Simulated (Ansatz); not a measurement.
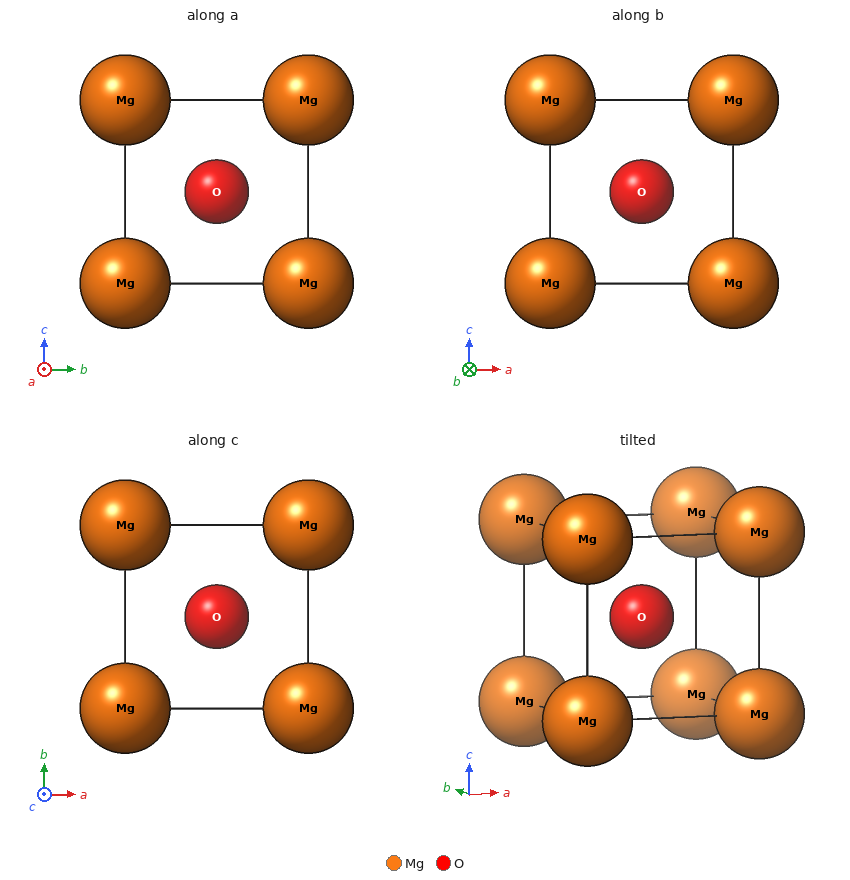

Crystal structure, spheres-only style, seen along the a axis, along the b axis, along the c axis and slightly off an axis. Thin lines show the conventional unit cell, with boundary atoms drawn in all their periodic places.

Lattice parameters: a = 2.6334 Å, b = 2.6334 Å, c = 2.6334 Å, α = 90.000°, β = 90.000°, γ = 90.000°.

Write the structure as a CIF with its space group and independent sites.

```cif
data_structure
_symmetry_space_group_name_H-M 'P m -3 m'
_symmetry_Int_Tables_number 221
_cell_length_a 2.6334
_cell_length_b 2.6334
_cell_length_c 2.6334
_cell_angle_alpha 90.000
_cell_angle_beta 90.000
_cell_angle_gamma 90.000
_cell_volume 18.26
loop_
_atom_site_label
_atom_site_type_symbol
_atom_site_symmetry_multiplicity
_atom_site_Wyckoff_symbol
_atom_site_fract_x
_atom_site_fract_y
_atom_site_fract_z
_atom_site_occupancy
Mg1 Mg 1 a 0.0000 0.0000 0.0000 1
O1 O 1 b 0.5000 0.5000 0.5000 1
```

Origin of the cell: a structure type filled with these elements by a generator (whether the compound takes this form wasn't checked). A relaxation with DFT, PBEsol, plane waves, PAW (Ansatz 0.2.0) gave the geometry drawn.
